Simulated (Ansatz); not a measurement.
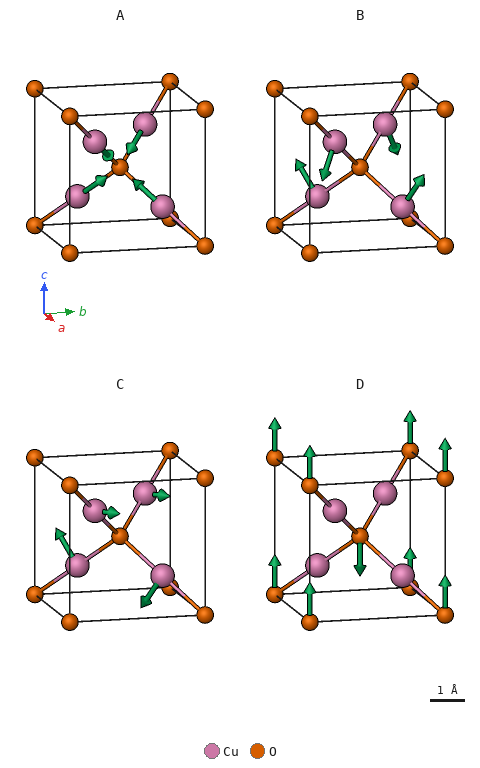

Four optical modes of a crystal of Cu2O at the zone centre, in no order (one member of each degenerate set). The green arrows are the displacements of the atoms (eigenvector over the root of the mass), of arbitrary overall length and sign. Style: ball-and-stick. Shown: the cell of the calculation, slightly off an axis.

All numbers below come from Ansatz, DFT PBEsol, scalar-relativistic, plane waves, PAW. Settings: plane-wave cutoff 420 eV; k-point mesh 8 × 8 × 8; occupations gaussian; smearing width 0.05 eV; no spin polarisation.

Frequencies are those without the non-analytic (LO–TO) term.

> Order them from the lowest to the highest frequency (imaginary ones first).

C (68 cm⁻¹), B (84 cm⁻¹), A (359 cm⁻¹), D (532 cm⁻¹). C, T₂u: The O atoms stay at rest; atoms of one kind move against one another, with no net shift of their sublattice; the Cu–O bond lengths don't change to first order, so for these it is a bending, tilting or sliding motion. B, E_u: The O atoms stay at rest; atoms of one kind move against one another, with no net shift of their sublattice; the Cu–O bond lengths don't change to first order, so for these it is a bending, tilting or sliding motion. A, A₂u: The O atoms stay at rest; atoms of one kind move against one another, with no net shift of their sublattice; of the bonds it mainly stretches Cu–O, some lengthening while others shorten. D, T₂g: The Cu atoms stay at rest; all motion is along c; atoms of one kind move against one another, with no net shift of their sublattice.
